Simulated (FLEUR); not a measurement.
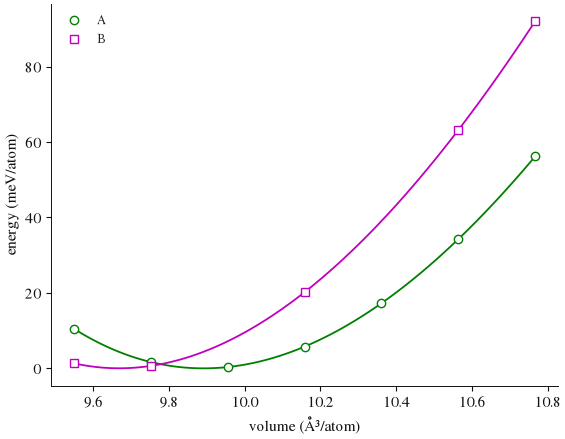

The figure compares two calculations of the energy against volume, each curve from its own zero. The first is for TiC, space group Fm-3m (No. 225).

The cell holds 2 atoms.

Calculation (FLEUR MaX-R8.1 (later development tree)): all-electron LAPW DFT, no spin polarisation; energies at scaled volumes of the given cell, shape and fractions fixed, counted from the fit's minimum, third-order Birch-Murnaghan fit. Level: PBEsol.

k mesh 11×11×11; occupations Fermi–Dirac; smearing width 0.05 eV; potentials all electron; program settings basis FLAPW, kmax 4.71 1/bohr.

In the second, the level changes from PBEsol to LDA.

### Which of A and B is the second calculation, and what did the change do?

B. The equilibrium volume falls from 9.89 to 9.67 Å³/atom (−2.2 %) and the bulk modulus rises from 268 to 283 GPa (+5.6 %).

V0 and the bulk modulus come from third-order Birch–Murnaghan fits.
